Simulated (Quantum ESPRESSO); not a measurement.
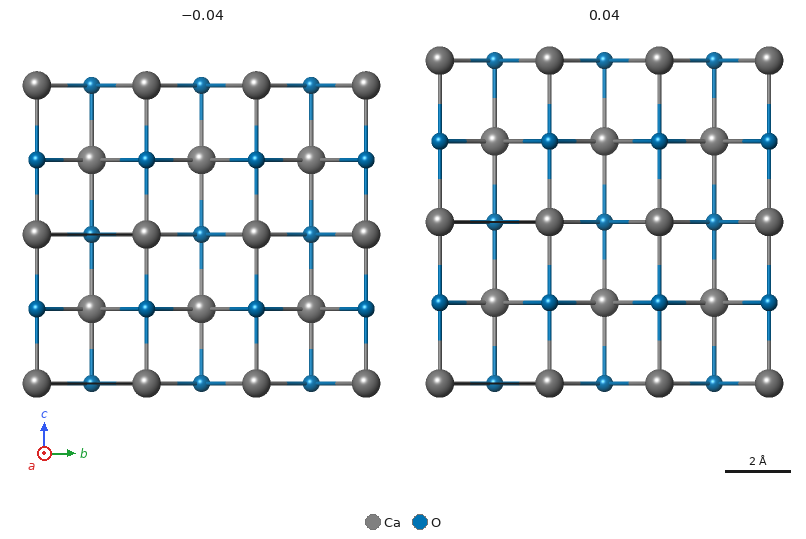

A crystal of CaO (set up in I4/mmm), held at several strains, with the atoms relaxed (per unit of the tabulated number the cell is strained by 1.0 along c). The picture shows the first and the last member. The picture is a ball-and-stick view of the conventional cell (2 times the calculation's cell), repeated 1 × 3 × 2 with one cell outlined, seen along the a axis. Lengths and directions refer to the drawn axes.

Computed with Quantum ESPRESSO 7.5: PBE, SSSP 1.3 efficiency PBE. (plane-wave cutoff 748.3 eV; k-point mesh 10 × 10 × 10; occupations fermi-dirac; smearing width 0.05 eV; no spin polarisation)

```json
{"strain": "−0.04", "energy (meV/atom)": "23.42"}
{"strain": "−0.02", "energy (meV/atom)": "?"}
{"strain": "−0.01", "energy (meV/atom)": "2.38"}
{"strain": "0", "energy (meV/atom)": "0.00"}
{"strain": "0.01", "energy (meV/atom)": "−0.49"}
{"strain": "0.02", "energy (meV/atom)": "0.66"}
{"strain": "0.04", "energy (meV/atom)": "7.12"}
```

Question: Fill in the missing row.

Answer: A parabola through three neighbouring rows (−0.04, −0.01, 0) gives, with Lagrange weights, (0.1667)(23.42) + (1.3333)(2.38) + (−0.5000)(0.00) = 7.08 meV/atom. The calculation gives 6.89 meV/atom. The estimate is 0.19 meV/atom too high. The lowest tabulated energy lies at 0.01, so the unstrained cell isn't a minimum along this strain at this level. From the first member to the last: Ca–O 2.307 → 2.500 Å, Ca–Ca 3.332 → 3.468 Å.

The whole series:

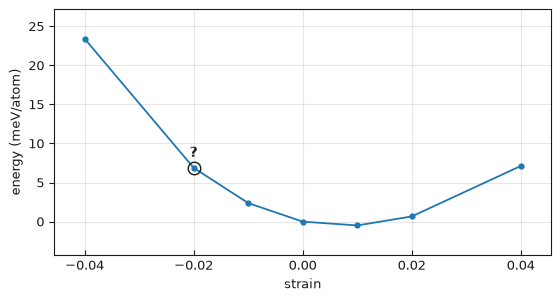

Each member starts from this one structure; whether another phase lies lower wasn't checked.
